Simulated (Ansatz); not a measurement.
## Geometry relaxation of HfO2 (part 2 of 2)

Continued. System: HfO2 (P4₂/mnm, 6 atoms in the cell). Method: DFT, PBEsol, plane waves, PAW, no spin polarisation (Ansatz 0.2.0); cutoff 420 eV, 6×6×8 k-mesh, Fermi–Dirac smearing of 0.02 eV. The structure derives from a Materials Project entry. The geometry comes from this level: PBE.

Geometry of the input (Å; fractional positions):
```
4.8804  0.0000  0.0000
0.0000  4.8804  0.0000
0.0000  0.0000  3.2376
Hf 0.0000  0.0000  0.0000
Hf 0.5000  0.5000  0.5000
O  0.1948  0.8052  0.5000
O  0.3052  0.3052  0.0000
O  0.6948  0.6948  0.0000
O  0.8052  0.1948  0.5000
```

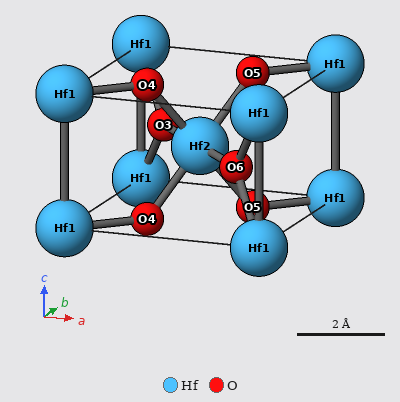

Figure 1. The geometry at step 3 of the log (ball-and-stick view of the cell of the calculation, seen slightly off an axis; atoms are numbered from 1 in the order of the input).

The program's output, continued
```
SCF iter   1: F=—  HF=-33450.239167 eV  |F-HF|=—  |Δ(HF+E_count)|=         —  Δρ=4.84e-5  dr2=1.68e-6  ethr=1.88e-9  ⟨swp⟩=2.3  Hψ=10011  notcnv=0
preconditioner: auto → Resta (q_TF=auto, 2.735 Å⁻¹)  ε∞=5.1  [insulator: Δε(μ)=3.890 eV  Ē_g=17.872 eV  σ=0.020 eV  W_gap=1.00  n_scr=30 (ndim 8)  ℏωp=36.4 eV  f_vac=0.088  D(μ)=0.00/eV (n_scr^D=0)  ε∞_Penn≈5.1]
SCF iter   2: F=—  HF=-33450.239142 eV  |F-HF|=—  |Δ(HF+E_count)|=   2.50e-5  Δρ=2.62e-5  dr2=5.45e-7  ethr=1.88e-9  ⟨swp⟩=2.5  Hψ=3828  notcnv=0
SCF iter   3: F=-33450.239142 eV  HF=-33450.239142 eV  |F-HF|=2.94e-8  |Δ(HF+E_count)|=   2.01e-7  Δρ=6.24e-6  dr2=2.30e-8  ethr=3.64e-11  ⟨swp⟩=3.5  Hψ=10733  notcnv=0
SCF 5 converged in 3 iterations: F = -33450.239142 eV  dr2 = 2.30e-8
relax step   5: F+E_penalty+E_count = -33450.23914187 eV  Δ(F+E_penalty+E_count) = -3.541e-5 eV  max|allowed force component| = 1.835e-4 eV/Å  Δτ_max = 0.0002 Å  P = -0.005 GPa  Ω = 74.960 Å³  energy of the carried Pulay correction = +1.010e-2 eV  (3 SCF iters, dr2 threshold 2.76e-8 eV, accepted)
Initial wavefunctions: pseudopotential atomic-orbital guess (no wavefunctions were taken with the density)
iter 1 solved again at ethr=1.22e-7 eV; its pass at ethr=3.10e-3 eV (dr2=9.28e-5 eV) is discarded
SCF iter   1: F=—  HF=-33450.230401 eV  |F-HF|=—  |Δ(HF+E_count)|=         —  Δρ=2.45e-4  dr2=6.25e-6  ethr=1.22e-7  ⟨swp⟩=3.2  Hψ=13862  notcnv=0
SCF iter   2: F=—  HF=-33450.230384 eV  |F-HF|=—  |Δ(HF+E_count)|=   1.77e-5  Δρ=1.23e-4  dr2=2.57e-6  ethr=8.22e-9  ⟨swp⟩=2.0  Hψ=4193  notcnv=0
SCF iter   3: F=—  HF=-33450.230385 eV  |F-HF|=—  |Δ(HF+E_count)|=   1.41e-6  Δρ=6.00e-5  dr2=3.64e-7  ethr=3.38e-9  ⟨swp⟩=2.0  Hψ=3307  notcnv=0
SCF iter   4: F=—  HF=-33450.230385 eV  |F-HF|=—  |Δ(HF+E_count)|=   5.12e-7  Δρ=3.92e-6  dr2=7.49e-9  ethr=4.79e-10  ⟨swp⟩=2.0  Hψ=3800  notcnv=0
SCF iter   5: F=—  HF=-33450.230385 eV  |F-HF|=—  |Δ(HF+E_count)|=   4.61e-9  Δρ=1.52e-6  dr2=9.52e-10  ethr=9.86e-12  ⟨swp⟩=2.1  Hψ=4207  notcnv=0
SCF iter   6: F=—  HF=-33450.230385 eV  |F-HF|=—  |Δ(HF+E_count)|=   1.58e-9  Δρ=3.66e-7  dr2=6.87e-11  ethr=1.25e-12  ⟨swp⟩=2.0  Hψ=4200  notcnv=0
SCF iter   7: F=-33450.230385 eV  HF=-33450.230385 eV  |F-HF|=7.28e-12  |Δ(HF+E_count)|=  7.28e-12  Δρ=1.05e-7  dr2=1.69e-11  ethr=1.00e-12  ⟨swp⟩=4.7  Hψ=8456  notcnv=0
SCF 6 converged in 7 iterations: F = -33450.230385 eV  dr2 = 1.69e-11
relax step   6: F+E_penalty+E_count = -33450.23038546 eV  Δ(F+E_penalty+E_count) = +8.756e-3 eV  max|allowed force component| = 5.255e-5 eV/Å  Δτ_max = 0.0000 Å  P = -0.219 GPa  Ω = 74.960 Å³  stress off target by 2.22e-1 GPa  SCF on the basis re-selected at this cell (its energy is not comparable with the rows above)  (7 SCF iters)
basis re-selected at this cell: Δ(F+E_penalty+E_count) = +8.756e-3 eV, ΔP = -0.214 GPa vs the last step (what re-selecting the basis moved, of the pressure what is left beyond the Pulay correction that the steps carried, after the strain that the cell walked since its last selection, with what the two solves' SCF thresholds leave and, on support functions, any second-order correction that the steps lacked; it is no measure of the basis error at this ecutwfc). This SCF's stress stands 2.22e-1 GPa from its target on what of the cell is left free (relax.cell.stress_tol is 5.00e-2 GPa) and its largest allowed force component is 5.25e-5 eV/Å (relax.f_tol is 5.00e-3 eV/Å): not within both, so this SCF does not close the relaxation
Crystal: 6 atoms, lattice volume = 74.887 Å³
iter 1 solved again at ethr=2.25e-8 eV; its pass at ethr=3.10e-3 eV (dr2=1.71e-5 eV) is discarded
SCF iter   1: F=—  HF=-33450.230806 eV  |F-HF|=—  |Δ(HF+E_count)|=         —  Δρ=1.24e-4  dr2=1.15e-5  ethr=2.25e-8  ⟨swp⟩=2.0  Hψ=10204  notcnv=0
preconditioner: auto → Resta (q_TF=auto, 2.735 Å⁻¹)  ε∞=5.1  [insulator: Δε(μ)=3.893 eV  Ē_g=17.875 eV  σ=0.020 eV  W_gap=1.00  n_scr=30 (ndim 8)  ℏωp=36.4 eV  f_vac=0.087  D(μ)=0.00/eV (n_scr^D=0)  ε∞_Penn≈5.1]
SCF iter   2: F=—  HF=-33450.230779 eV  |F-HF|=—  |Δ(HF+E_count)|=   2.63e-5  Δρ=5.53e-5  dr2=3.61e-6  ethr=1.51e-8  ⟨swp⟩=2.0  Hψ=2918  notcnv=0
SCF iter   3: F=—  HF=-33450.230778 eV  |F-HF|=—  |Δ(HF+E_count)|=   1.06e-6  Δρ=3.04e-5  dr2=9.15e-7  ethr=4.75e-9  ⟨swp⟩=2.9  Hψ=3825  notcnv=0
SCF iter   4: F=-33450.230778 eV  HF=-33450.230778 eV  |F-HF|=2.33e-8  |Δ(HF+E_count)|=   2.40e-7  Δρ=8.51e-6  dr2=6.32e-8  ethr=1.62e-10  ⟨swp⟩=3.1  Hψ=10213  notcnv=0
SCF 7 converged in 4 iterations: F = -33450.230778 eV  dr2 = 6.32e-8
relax step   7: F+E_penalty+E_count = -33450.23077805 eV  Δ(F+E_penalty+E_count) = -3.926e-4 eV  max|allowed force component| = 3.808e-5 eV/Å  Δτ_max = 0.0001 Å  P = -0.004 GPa  Ω = 74.887 Å³  energy of the carried Pulay correction = +3.416e-4 eV  (4 SCF iters, dr2 threshold 1.23e-7 eV, accepted)
iter 1 solved again at ethr=1.37e-7 eV; its pass at ethr=3.10e-3 eV (dr2=1.04e-4 eV) is discarded
SCF iter   1: F=—  HF=-33450.230540 eV  |F-HF|=—  |Δ(HF+E_count)|=         —  Δρ=1.14e-5  dr2=6.56e-8  ethr=1.37e-7  ⟨swp⟩=3.2  Hψ=13840  notcnv=0
SCF iter   2: F=—  HF=-33450.230517 eV  |F-HF|=—  |Δ(HF+E_count)|=   2.31e-5  Δρ=7.26e-6  dr2=3.13e-8  ethr=8.64e-11  ⟨swp⟩=2.8  Hψ=4828  notcnv=0
SCF iter   3: F=—  HF=-33450.230517 eV  |F-HF|=—  |Δ(HF+E_count)|=   1.98e-8  Δρ=2.03e-6  dr2=2.39e-9  ethr=4.12e-11  ⟨swp⟩=2.0  Hψ=4200  notcnv=0
SCF iter   4: F=—  HF=-33450.230517 eV  |F-HF|=—  |Δ(HF+E_count)|=   1.00e-9  Δρ=1.03e-6  dr2=9.70e-10  ethr=3.14e-12  ⟨swp⟩=2.0  Hψ=4200  notcnv=0
SCF iter   5: F=—  HF=-33450.230517 eV  |F-HF|=—  |Δ(HF+E_count)|=  6.40e-10  Δρ=3.72e-7  dr2=1.29e-10  ethr=1.28e-12  ⟨swp⟩=2.0  Hψ=4194  notcnv=0
SCF iter   6: F=-33450.230517 eV  HF=-33450.230517 eV  |F-HF|=0.00e0  |Δ(HF+E_count)|=  4.37e-11  Δρ=1.46e-7  dr2=1.07e-11  ethr=1.00e-12  ⟨swp⟩=4.1  Hψ=7919  notcnv=0
SCF 8 converged in 6 iterations: F = -33450.230517 eV  dr2 = 1.07e-11
relax step   8: F+E_penalty+E_count = -33450.23051689 eV  Δ(F+E_penalty+E_count) = +2.612e-4 eV  max|allowed force component| = 2.369e-6 eV/Å  Δτ_max = 0.0000 Å  P = -0.008 GPa  Ω = 74.887 Å³  stress off target by 9.50e-3 GPa  SCF on the basis re-selected at this cell (its energy is not comparable with the rows above)  (6 SCF iters)
basis re-selected at this cell: Δ(F+E_penalty+E_count) = +2.612e-4 eV, ΔP = -0.004 GPa vs the last step (what re-selecting the basis moved, of the pressure what is left beyond the Pulay correction that the steps carried, after the strain that the cell walked since its last selection, with what the two solves' SCF thresholds leave and, on support functions, any second-order correction that the steps lacked; it is no measure of the basis error at this ecutwfc). This SCF's stress stands 9.50e-3 GPa from its target on what of the cell is left free (relax.cell.stress_tol is 5.00e-2 GPa) and its largest allowed force component is 2.37e-6 eV/Å (relax.f_tol is 5.00e-3 eV/Å): within both
SCF converged after 6 iterations
Free energy (F): -33450.230517 eV
Harris-Foulkes:  -33450.230517 eV  (|F-HF|=0.00e0)
Internal energy: -33450.230517 eV  (E = F + TS)
E sigma→0 (E₀):  -33450.230517 eV
Fermi energy:    14.321425 eV
--- Per-component energies (eV) ---
  E_band       = -124.351547
  E_kinetic    = 1540.710037
  E_local      = -12998.261782  (includes V_loc(G=0)·N_el)
  E_nonlocal   = -2280.617645
  E_hartree    = 5909.909632
  E_xc         = -885.643087
  E_vxc        = -904.380284  (∫ρ·V_xc dr)
  E_paw        = -14224.152604  (= ΣΔE_a)
  E_vpaw       = 2698.369149  (= ΣTr[D̂ρ^β])
  E_aug_tail   = 0.009963  (compensation charges beyond the density's cutoff)
  E_ewald      = -10514.828366
  E_core_change = 2.643335  (= ΣΔE_core)
  E_smearing   = -0.000000  (= −TS)
  E_closure    = -0.000000  (closes the sum)
  Σ components = -33450.230517   (vs F -33450.230517, Δ=0.00e0)
--- Forces (eV/Å), atoms counted from 1 ---
  atom   1  Hf     0.00000000     0.00000000     0.00000000
  atom   2  Hf    -0.00000000     0.00000000     0.00000000
  atom   3  O     -0.00000237     0.00000237     0.00000000
  atom   4  O      0.00000237     0.00000237    -0.00000000
  atom   5  O     -0.00000237    -0.00000237     0.00000000
  atom   6  O      0.00000237    -0.00000237    -0.00000000
  max |Σ_I F_I| component: 5.20e-18 eV/Å
--- Stress (GPa, compression-positive) ---
       -0.009501       0.000000       0.000000
        0.000000      -0.009501       0.000000
        0.000000       0.000000      -0.004923
  P = ⅓ Tr σ = -0.0080 GPa (-0.080 kbar)
--- Relaxed structure (6 steps of the walk, 6 accepted, 2 SCFs on fresh bases) ---
  F+E_penalty+E_count = -33450.23051689 eV   max|allowed force component| = 2.369e-6 eV/Å   (the final SCF, on the basis selected at the relaxed cell)
  cell:  # Å, volume = 74.8875 Å³
    - [4.83028692838419, 3.4504301658502485e-36, 0.0]
    - [3.4504301658502485e-36, 4.83028692838419, 0.0]
    - [0.0, 0.0, 3.2096913837236367]
  atoms:
    - { symbol: Hf, position: [1.7587200108391876e-20, -2.0826947496777062e-21, 0.0] }
    - { symbol: Hf, position: [0.49999999999999994, 0.49999999999999994, 0.5] }
    - { symbol: O, position: [0.19496914266451543, 0.8050308573354847, 0.5] }
    - { symbol: O, position: [0.30503085733548463, 0.30503085733548463, 0.0] }
    - { symbol: O, position: [0.6949691426645153, 0.6949691426645153, 0.0] }
    - { symbol: O, position: [0.8050308573354847, 0.19496914266451543, 0.5] }
```

Trajectory as extended XYZ (Å, eV, eV/Å), 8 frames, from step=1 to step=8
```
6
Lattice="4.8804 0.0000 0.0000 0.0000 4.8804 0.0000 0.0000 0.0000 3.2376" Properties=species:S:1:pos:R:3:forces:R:3 step=1 energy=-33450.18665 pressure_GPa=-6.22
Hf    0.0000    0.0000    0.0000    0.0000   0.0000   0.0000
Hf    2.4402    2.4402    1.6188    0.0000   0.0000   0.0000
O     0.9508    3.9296    1.6188   -0.0460   0.0460   0.0000
O     1.4894    1.4894    0.0000    0.0460   0.0460   0.0000
O     3.3910    3.3910    0.0000   -0.0460  -0.0460   0.0000
O     3.9296    0.9508    1.6188    0.0460  -0.0460   0.0000
6
Lattice="4.8224 0.0000 0.0000 0.0000 4.8224 0.0000 0.0000 0.0000 3.2008" Properties=species:S:1:pos:R:3:forces:R:3 step=2 energy=-33450.23877 pressure_GPa=1.71
Hf    0.0000    0.0000    0.0000    0.0000   0.0000   0.0000
Hf    2.4112    2.4112    1.6004    0.0000   0.0000   0.0000
O     0.9402    3.8822    1.6004    0.0204  -0.0204   0.0000
O     1.4710    1.4710    0.0000   -0.0204  -0.0204   0.0000
O     3.3514    3.3514    0.0000    0.0204   0.0204   0.0000
O     3.8822    0.9402    1.6004   -0.0204   0.0204   0.0000
6
Lattice="4.8319 0.0000 0.0000 0.0000 4.8319 0.0000 0.0000 0.0000 3.2115" Properties=species:S:1:pos:R:3:forces:R:3 step=3 energy=-33450.23901 pressure_GPa=-0.07
Hf    0.0000    0.0000    0.0000    0.0000   0.0000   0.0000
Hf    2.4160    2.4160    1.6058    0.0000   0.0000   0.0000
O     0.9415    3.8905    1.6058    0.0103  -0.0103   0.0000
O     1.4745    1.4745    0.0000   -0.0103  -0.0103   0.0000
O     3.3574    3.3574    0.0000    0.0103   0.0103   0.0000
O     3.8905    0.9415    1.6058   -0.0103   0.0103   0.0000
6
Lattice="4.8319 0.0000 0.0000 0.0000 4.8319 0.0000 0.0000 0.0000 3.2109" Properties=species:S:1:pos:R:3:forces:R:3 step=4 energy=-33450.23911 pressure_GPa=-0.04
Hf    0.0000    0.0000    0.0000    0.0000   0.0000   0.0000
Hf    2.4159    2.4159    1.6055    0.0000   0.0000   0.0000
O     0.9422    3.8897    1.6055   -0.0046   0.0046   0.0000
O     1.4738    1.4738    0.0000    0.0046   0.0046   0.0000
O     3.3581    3.3581    0.0000   -0.0046  -0.0046   0.0000
O     3.8897    0.9422    1.6055    0.0046  -0.0046   0.0000
6
Lattice="4.8322 0.0000 0.0000 0.0000 4.8322 0.0000 0.0000 0.0000 3.2103" Properties=species:S:1:pos:R:3:forces:R:3 step=5 energy=-33450.23914 pressure_GPa=-0.01
Hf    0.0000    0.0000    0.0000    0.0000   0.0000   0.0000
Hf    2.4161    2.4161    1.6052    0.0000   0.0000   0.0000
O     0.9421    3.8901    1.6052   -0.0002   0.0002   0.0000
O     1.4740    1.4740    0.0000    0.0002   0.0002   0.0000
O     3.3582    3.3582    0.0000   -0.0002  -0.0002   0.0000
O     3.8901    0.9421    1.6052    0.0002  -0.0002   0.0000
6
Lattice="4.8322 0.0000 0.0000 0.0000 4.8322 0.0000 0.0000 0.0000 3.2103" Properties=species:S:1:pos:R:3:forces:R:3 step=6 energy=-33450.23039 pressure_GPa=-0.22
Hf    0.0000    0.0000    0.0000    0.0000   0.0000   0.0000
Hf    2.4161    2.4161    1.6052    0.0000   0.0000   0.0000
O     0.9421    3.8901    1.6052   -0.0001   0.0001   0.0000
O     1.4740    1.4740    0.0000    0.0001   0.0001   0.0000
O     3.3582    3.3582    0.0000   -0.0001  -0.0001   0.0000
O     3.8901    0.9421    1.6052    0.0001  -0.0001   0.0000
6
Lattice="4.8303 0.0000 0.0000 0.0000 4.8303 0.0000 0.0000 0.0000 3.2097" Properties=species:S:1:pos:R:3:forces:R:3 step=7 energy=-33450.23078 pressure_GPa=-0.00
Hf    0.0000    0.0000    0.0000    0.0000   0.0000   0.0000
Hf    2.4151    2.4151    1.6048    0.0000   0.0000   0.0000
O     0.9418    3.8885    1.6048    0.0000   0.0000   0.0000
O     1.4734    1.4734    0.0000    0.0000   0.0000   0.0000
O     3.3569    3.3569    0.0000    0.0000   0.0000   0.0000
O     3.8885    0.9418    1.6048    0.0000   0.0000   0.0000
6
Lattice="4.8303 0.0000 0.0000 0.0000 4.8303 0.0000 0.0000 0.0000 3.2097" Properties=species:S:1:pos:R:3:forces:R:3 step=8 energy=-33450.23052 pressure_GPa=-0.01
Hf    0.0000    0.0000    0.0000    0.0000   0.0000   0.0000
Hf    2.4151    2.4151    1.6048    0.0000   0.0000   0.0000
O     0.9418    3.8885    1.6048    0.0000   0.0000   0.0000
O     1.4734    1.4734    0.0000    0.0000   0.0000   0.0000
O     3.3569    3.3569    0.0000    0.0000   0.0000   0.0000
O     3.8885    0.9418    1.6048    0.0000   0.0000   0.0000
```

Key numbers

| quantity | value |
| --- | --- |
| outcome | converged |
| space group (tolerance 0.01 Å) | P4₂/mnm (136) |
| electrons treated | 76 |
| free energy | −33450.2305 eV |
| Fermi energy | 14.321 eV |
| pressure | −0.01 GPa |
| final volume | 74.89 Å³ |
| largest force (length of the vector) at the end | under 0.001 eV/Å |
| final cell | a = 4.830 Å, b = 4.830 Å, c = 3.210 Å, α = 90.00°, β = 90.00°, γ = 90.00° |
| hardware | 4 threads of Arm Neoverse V2, 24 GiB of memory available, shared host |
| wall time | 17 s (CPU time 63 s) |
| peak memory | 0.49 GiB |

Notes

Spin–orbit coupling is left out, which matters for Hf.
